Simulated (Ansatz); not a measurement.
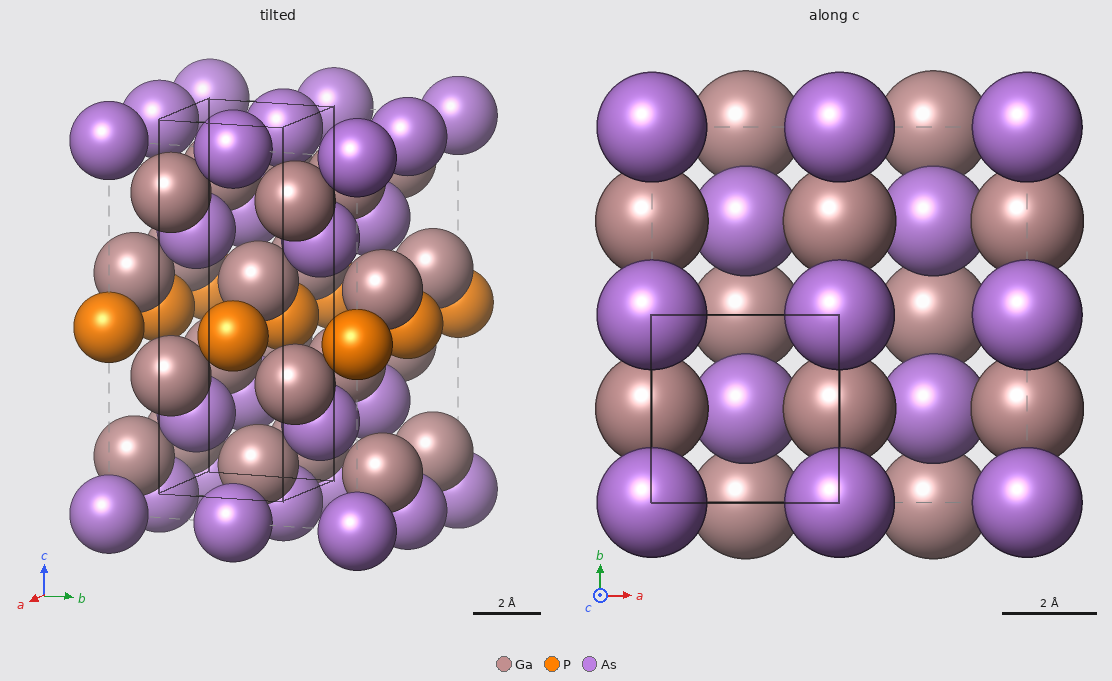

The image is a space-filling drawing of a crystal, viewed slightly off an axis and along the c axis. The structure is repeated 2×2×1 times; solid lines mark one conventional unit cell.

Ga$_{4}$As$_{3}$P, space group P-4m2 (No. 115), a = 4.02 Å, b = 4.02 Å, c = 11.37 Å, α = 90.00°, β = 90.00°, γ = 90.00°.

Theory: DFT PBE, scalar-relativistic, plane waves, PAW in Ansatz. Numerical settings: 420 eV cutoff, a 10×10×4 sampling of the Brillouin zone, Gaussian smearing of 0.02 eV, no spin polarisation.

> What does the calculation say: metal or gapped?

A semiconductor at this level, with a gap of 0.47 eV, direct.

> Which way would the volume go on relaxing?

The computed pressure is 0.0 GPa, close to zero.

It goes back to a structure type filled with these elements by a generator (whether the compound takes this form wasn't checked). Earlier steps of the study may have refined or changed the cell and positions. It went into a calculation with Ansatz.
